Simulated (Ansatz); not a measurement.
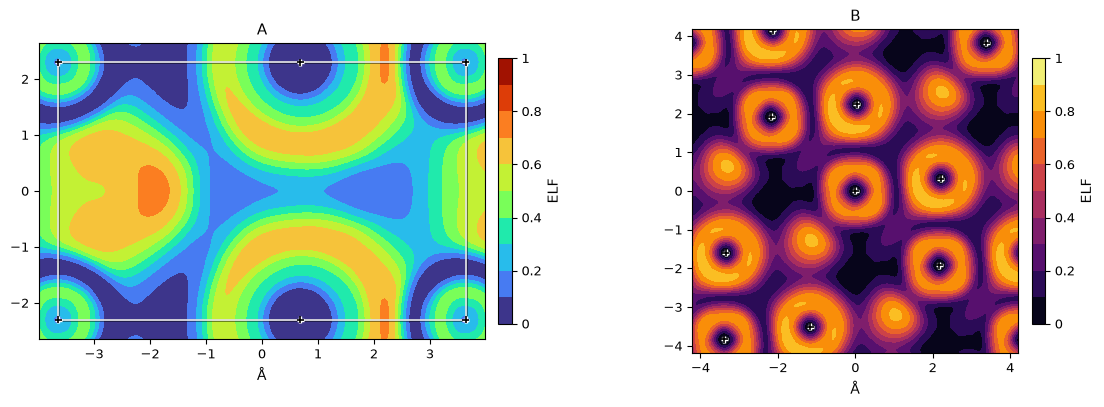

The electron localisation function of 2 systems, each on a plane through atoms (crosses mark nuclei in the plane).

All numbers below come from DFT PBE, scalar-relativistic, plane waves, PAW in Ansatz 0.2.0.

System 1: Mg₃Sb₂, the (11̄0) plane of the conventional cell. Space group P-3m1.

```
Mg Sb
1.0
     4.59387    0.00000    0.00000
    -2.29693    3.97841    0.00000
     0.00000    0.00000    7.27428
Mg Sb
3 2
Direct
  0.33333 0.66667 0.63196
  0.66667 0.33333 0.36804
  0.00000 0.00000 0.00000
  0.33333 0.66667 0.22563
  0.66667 0.33333 0.77437
```

System 2: TaN, the (001) plane of the calculation cell. Space group P-6m2.

```
CELL_PARAMETERS angstrom
4.42528 2.55493 -5.79554
4.42528 2.55493 5.79554
-1.47509 -7.66480 0.00000
ATOMIC_POSITIONS crystal
Ta 0.95833 0.20833 0.50000
Ta 0.33333 0.08333 0.25000
Ta 0.08333 0.33333 0.25000
Ta 0.83333 0.58333 0.25000
Ta 0.83333 0.08333 0.75000
Ta 0.70833 0.45833 0.50000
Ta 0.45833 0.70833 0.50000
Ta 0.20833 0.95833 0.50000
Ta 0.45833 0.20833 0.00000
Ta 0.20833 0.45833 0.00000
Ta 0.95833 0.70833 0.00000
Ta 0.58333 0.83333 0.25000
Ta 0.58333 0.33333 0.75000
Ta 0.33333 0.58333 0.75000
Ta 0.08333 0.83333 0.75000
Ta 0.70833 0.95833 0.00000
N 0.87500 0.87500 0.25000
N 0.25000 0.75000 0.00000
N 0.00000 0.00000 0.00000
N 0.75000 0.25000 0.00000
N 0.75000 0.75000 0.50000
N 0.62500 0.12500 0.25000
N 0.37500 0.37500 0.25000
N 0.12500 0.62500 0.25000
N 0.37500 0.87500 0.75000
N 0.12500 0.12500 0.75000
N 0.87500 0.37500 0.75000
N 0.50000 0.50000 0.00000
N 0.50000 0.00000 0.50000
N 0.25000 0.25000 0.50000
N 0.00000 0.50000 0.50000
N 0.62500 0.62500 0.75000
```

Question: Match each panel to its system.

Answer: Panel A is system 1, Mg₃Sb₂: the plane holds Mg and Sb. Mg–Sb (2.96 Å): the ELF peaks at about 0.70 in the valence shell of Sb, 1.5 Å from its nucleus, and is about 0.70 at the midpoint. Panel B is system 2, TaN: the plane holds Ta and N. Ta–N (2.24 Å): the ELF peaks at about 0.80 in the valence shell of N, 0.6 Å from its nucleus, and is about 0.20 at the midpoint; no localised pair shows between them.
